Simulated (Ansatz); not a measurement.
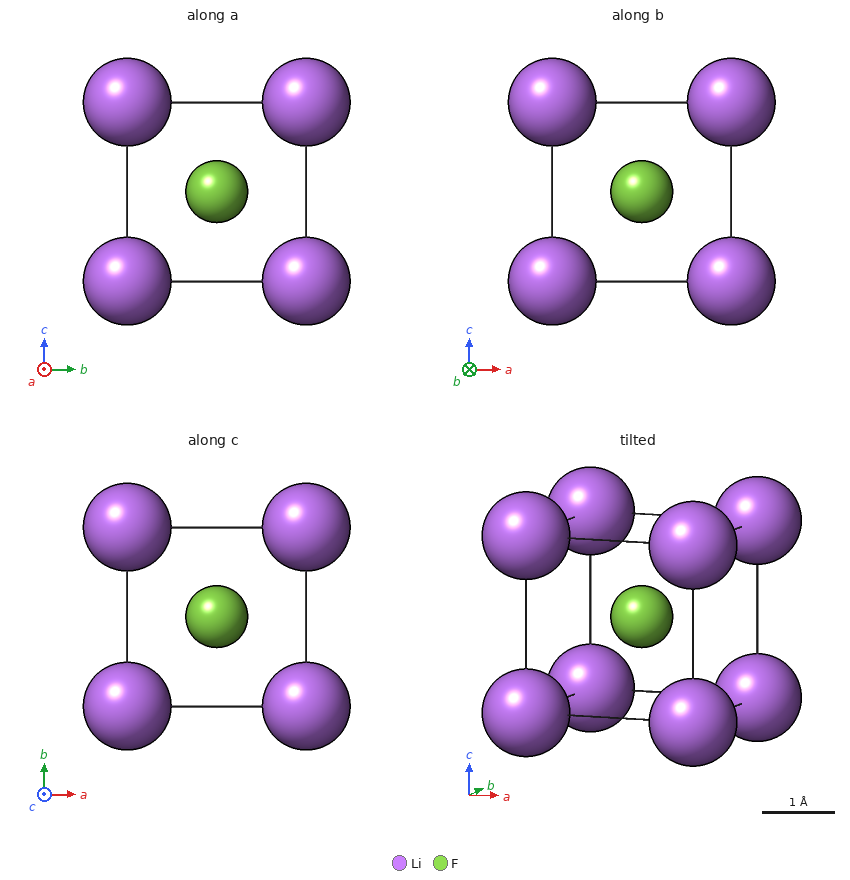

We look at a spheres-only model of the crystal along the a axis, along the b axis, along the c axis and slightly off an axis. The parallelepiped is the conventional unit cell.

Lattice parameters: a = 2.507 Å, b = 2.507 Å, c = 2.507 Å, α = 90.00°, β = 90.00°, γ = 90.00°.

Question: Express the structure as a table of Wyckoff sites.

Answer: Space group Pm-3m (No. 221).
```tsv
atom	site	x	y	z
Li	1a	0.0000	0.0000	0.0000
F	1b	0.5000	0.5000	0.5000
```

Origin of the cell: a structure type filled with these elements by a generator (whether the compound takes this form wasn't checked). Atoms and cell were optimised with Ansatz 0.2.0, DFT, r2SCAN+rVV10, plane waves, PAW.
